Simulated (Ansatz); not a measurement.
Input

```
crystal:
  lattice:
    - [4.9126593405, 0.0, 0.0]
    - [-2.4563296702, 4.2544877891, 0.0]
    - [0.0, 0.0, 2.8745765889]
  atoms:
    - { symbol: Li, position: [0.0, 0.0, 0.0] }
    - { symbol: Li, position: [0.3333333333, 0.6666666667, 0.5] }
    - { symbol: Li, position: [0.6666666667, 0.3333333333, 0.5] }
hamiltonian:
  xc: blyp
  pseudopotentials:
    kind: paw
    azcp:
      Li: "pseudopotentials/Li.paw.azcp"
basis:
  ecutwfc: 420
  fft_grid_basis: typed
kpoints:
  mp_grid: { grid: [10, 10, 14], shift: [0, 0, 0] }
magnetization:
  spin_polarized: false
scf:
  occupations: { method: fermi_dirac, width: 0.1 }
output:
  write_density: true
  write_potential: true
  elf: true
  volumetric_format: npy
```

Below, planes, directions and counts refer to the conventional cell (a = 4.91 Å, b = 4.91 Å, c = 2.87 Å, α = 90.00°, β = 90.00°, γ = 120.00°).

Space group P6/mmm; set up as Li, omega (AlB2-type); a generated structure, not necessarily the stable one; computed without spin polarisation.

Method: DFT, BLYP, plane waves (420 eV) with PAW, scalar-relativistic in Ansatz.

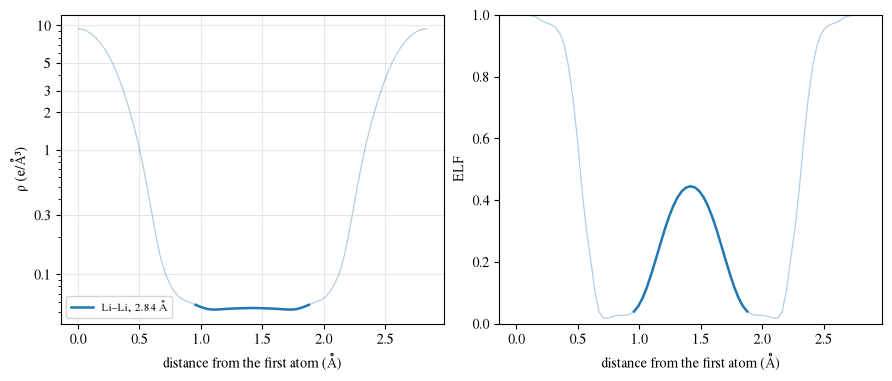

Li. Valence charge density (pseudo) and ELF along straight lines between neighbouring atoms. Thin, pale parts lie inside the atomic spheres.

The density is the valence pseudo-density of a PAW calculation; it isn't the true density close to the nuclei.

> What can be read from the curves?

Li–Li (2.84 Å): ρ is about 0.05 e/Å³ halfway; the ELF is about 0.45 at the midpoint.
